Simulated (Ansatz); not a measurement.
Read the following structure.

```yaml
crystal:
  lattice:
    - [5.16576, 0.00000, 0.00000]
    - [0.00000, 8.51604, 0.00000]
    - [-1.83547, 0.00000, 4.86251]
  atoms:
    - { symbol: Mn, position: [0.00000, 0.00000, 0.00000] }
    - { symbol: Mn, position: [0.50000, 0.16547, 0.00000] }
    - { symbol: Mn, position: [0.50000, 0.83453, 0.00000] }
    - { symbol: O, position: [0.69781, 0.00000, 0.22259] }
    - { symbol: O, position: [0.75612, 0.16433, 0.80449] }
    - { symbol: O, position: [0.75612, 0.83567, 0.80449] }
    - { symbol: O, position: [0.24388, 0.16433, 0.19551] }
    - { symbol: O, position: [0.24388, 0.83567, 0.19551] }
    - { symbol: O, position: [0.30219, 0.00000, 0.77741] }
    - { symbol: Mn, position: [0.50000, 0.50000, 0.00000] }
    - { symbol: Mn, position: [0.00000, 0.66547, 0.00000] }
    - { symbol: Mn, position: [0.00000, 0.33453, 0.00000] }
    - { symbol: O, position: [0.19781, 0.50000, 0.22259] }
    - { symbol: O, position: [0.25612, 0.66433, 0.80449] }
    - { symbol: O, position: [0.25612, 0.33567, 0.80449] }
    - { symbol: O, position: [0.74388, 0.66433, 0.19551] }
    - { symbol: O, position: [0.74388, 0.33567, 0.19551] }
    - { symbol: O, position: [0.80219, 0.50000, 0.77741] }
```

Summarise the structure in words.

Answer. It has the composition MnO$_{2}$. It is base-centred monoclinic, space group C2/m (No. 12). Counting shared atoms by their share gives 6 Mn, 12 O, or 18 atoms. Each Mn has six O in a distorted octahedral arrangement at 1.88 to 2.25 Å. O bonds to three Mn in a trigonal pyramidal arrangement at 1.88 to 2.25 Å. Not all metal-metal contacts are counted. The bonds build MnO2 layers parallel to (001).

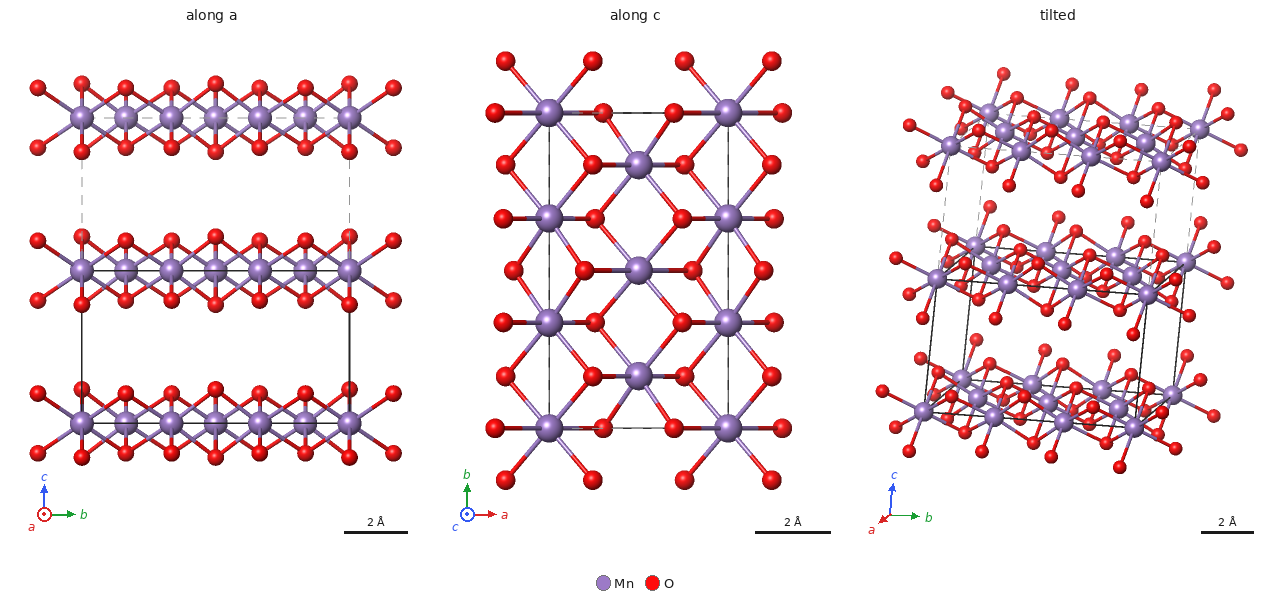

We look at a ball-and-stick model of the crystal along the a axis, along the c axis and slightly off an axis. The picture spans 1×1×2 cells, one conventional unit cell being drawn with solid lines. A few atoms beyond the faces are included. Colours: manganese light purple, oxygen red.

Origin of the cell: a structure listed in the Materials Project. Earlier steps of the study, as a rule a relaxation of our own, may have changed the cell and positions, so they can lie some per cent off the listed ones. A calculation with Ansatz used it as input.

At this level of theory the run's own cell isn't at rest (stretched, at -7 GPa and forces up to 1.9 eV/Å), so its distances can differ from those at equilibrium, the more so the softer the solid.
